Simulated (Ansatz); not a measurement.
```xyz
4
Lattice="2.8740 0.0000 0.0000 0.0000 3.9626 0.0000 0.0000 0.0000 3.9493" Properties=species:S:1:pos:R:3 pbc="T T T"
Fe    0.0000    0.0000    0.0000
Fe    1.4370    1.9813    0.0000
Ni    0.0000    1.9813    1.9746
Ni    1.4370    0.0000    1.9746
```

Space group Cmmm; the calculation finds a residual pressure of about −15 GPa at this fixed cell; spin-polarised. Net moment 3.2 μB in the 2-atom cell of the calculation; other magnetic orders weren't tried. The cell comes from a database of computed structures, not from a measurement.

Theory: Ansatz, DFT LDA, scalar-relativistic, plane waves, PAW.

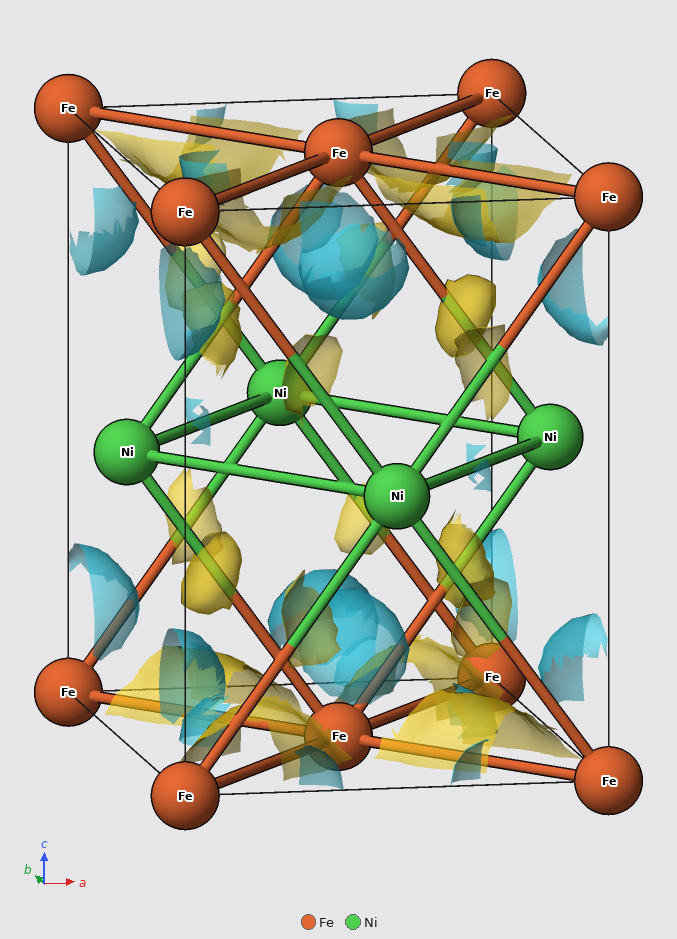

FeNi. Density of the crystal less the sum of free-atom densities: yellow surfaces at +0.015 and cyan ones at −0.015 e/Å³, in the conventional cell seen slightly off an axis (the regions close to the nuclei are left out). Cores are masked to 0.9 Å (Fe) and 0.8 Å (Ni).

Core electrons are frozen (PAW), so the fields are smoothed inside the atomic spheres.

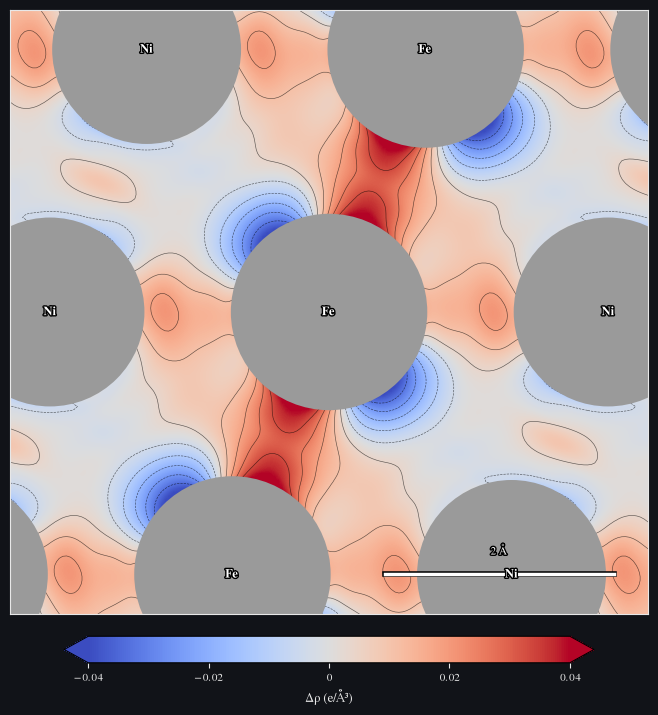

Second picture: a map on the (111) plane of the conventional cell, with grey discs over the atomic cores.

**Read the map: where is density gained and where lost?**

Fe–Ni (2.44 Å): Δρ is +0.016 e/Å³ at the midpoint.
- Fe–Fe (2.45 Å): Δρ is +0.03 e/Å³ at the midpoint.
- Ni–Ni (2.45 Å): Δρ is +0.010 e/Å³ at the midpoint.
- Over the whole cell, outside the masked cores, the largest gain lies at the edge of the masked core of Fe, and the largest loss lies there too, in other directions.
- The rearranged charge, half the integral of |Δρ|, is about 0.08 e an atom.
- Bader charges: Fe +0.18 and Ni −0.18 e. Among metals such charges hang on how the charge between the atoms is shared out.
